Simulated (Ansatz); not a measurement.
# Sn$_{2}$O: what the fields show

The calculation's input:

```
crystal:
  lattice:
    - [3.7658438051, 0.0, 0.0]
    - [0.0, 3.7658438051, 0.0]
    - [0.0, 0.0, 8.9626963719]
  atoms:
    - { symbol: Sn, position: [0.5, 0.0, 0.8654734171] }
    - { symbol: Sn, position: [0.0, 0.5, 0.1345265829] }
    - { symbol: Sn, position: [0.5, 0.0, 0.3922764776] }
    - { symbol: Sn, position: [0.0, 0.5, 0.6077235224] }
    - { symbol: O, position: [0.5, 0.5, 0.0] }
    - { symbol: O, position: [0.0, 0.0, 0.0] }
basis:
  ecutwfc: 420
kpoints:
  mp_grid: { grid: [8, 8, 4] }
hamiltonian:
  xc: pbe
scf:
  occupations: { method: gaussian, width: 0.1 }
output:
  forces: true
  stress: true
  eigenvalues: true
  write_density: true
  write_potential: true
  elf: true
  volumetric_format: npy
relax:
  adjacent_minimum: "off"
  f_tol: 0.01
  max_steps: 80
  cell: { stress_tol: 0.05 }
```

Command:

```sh
ansatz run input.yaml --threads 1 --pin off --max-ram 2560MiB --backend cpu --events-out ev --progress --plain --runs-dir out
```

Below, planes, directions and counts refer to the conventional cell (a = 3.73 Å, b = 3.73 Å, c = 9.71 Å, α = 90.00°, β = 90.00°, γ = 90.00°).

The fields are those of the run's last geometry, not of the input's.

Space group P4/nmm; a generated structure, not necessarily the stable one.

Method: Ansatz 0.2.0, DFT PBE, scalar-relativistic, plane waves, PAW.

The density is the valence pseudo-density of a PAW calculation; it isn't the true density close to the nuclei.

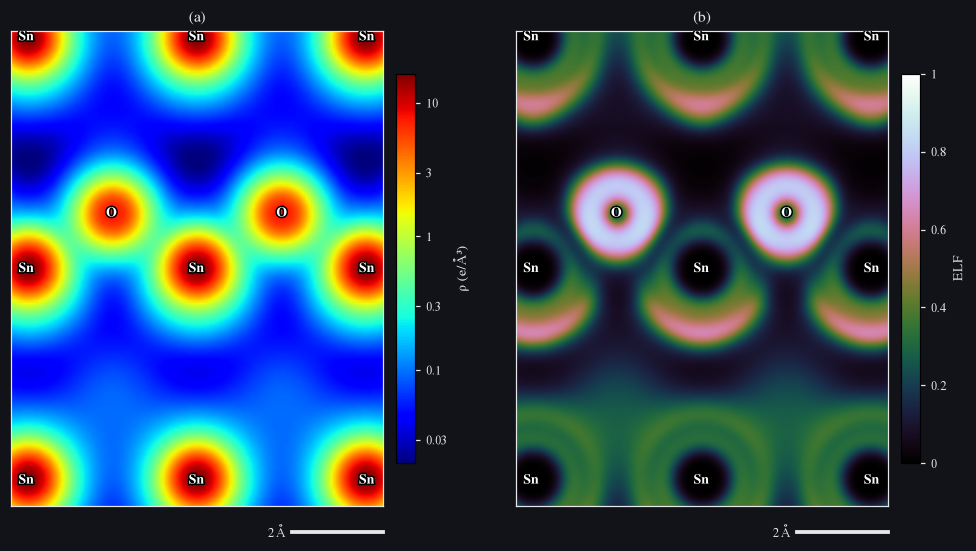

Figure 1. (a) valence pseudo-density; (b) electron localisation function on the (100) plane of the conventional cell.

### What does the map show?

- The plane passes through Sn and O nuclei.
- Sn–O (2.23 Å): ρ at the midpoint is about 0.47 e/Å³; the ELF peaks at about 0.85 in the valence shell of O, 0.6 Å from its nucleus, and is about 0.20 at the midpoint; no localised pair shows between them.
- Between the atoms the lowest density in this plane is 0.02 e/Å³.

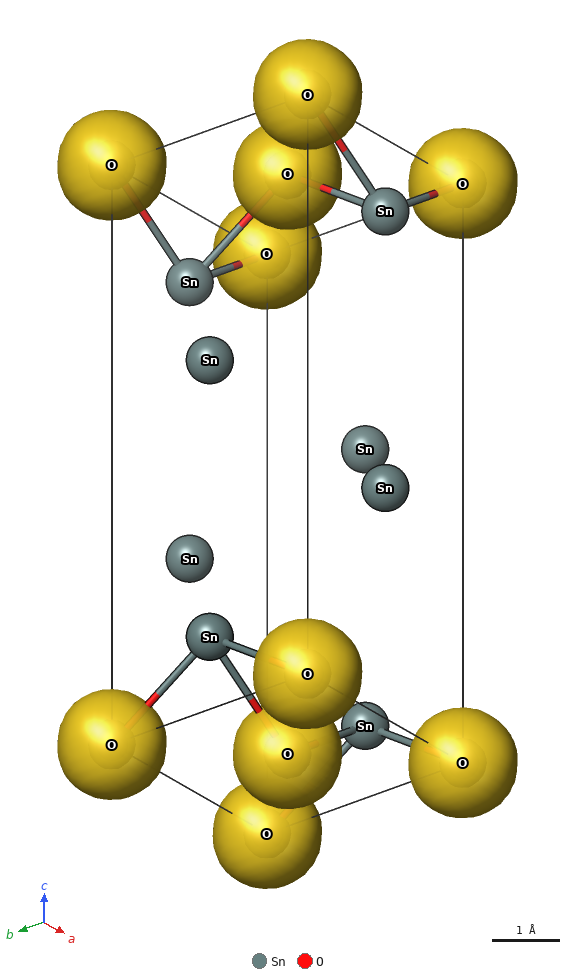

Figure 2. Isosurface of the electron localisation function at 0.7 (yellow), seen at an oblique angle. Core shells and regions of very low density are left out. Sticks mark near contacts.

### Where are the electrons localised?

At this value the surface marks out two regions wrapped around O (the valence shell of each), counted in one cell of 6 atoms. Regions shared between cells count once.

### Metal or insulator at this level of theory?

It is metallic or semimetallic at this level of theory: no gap opens.
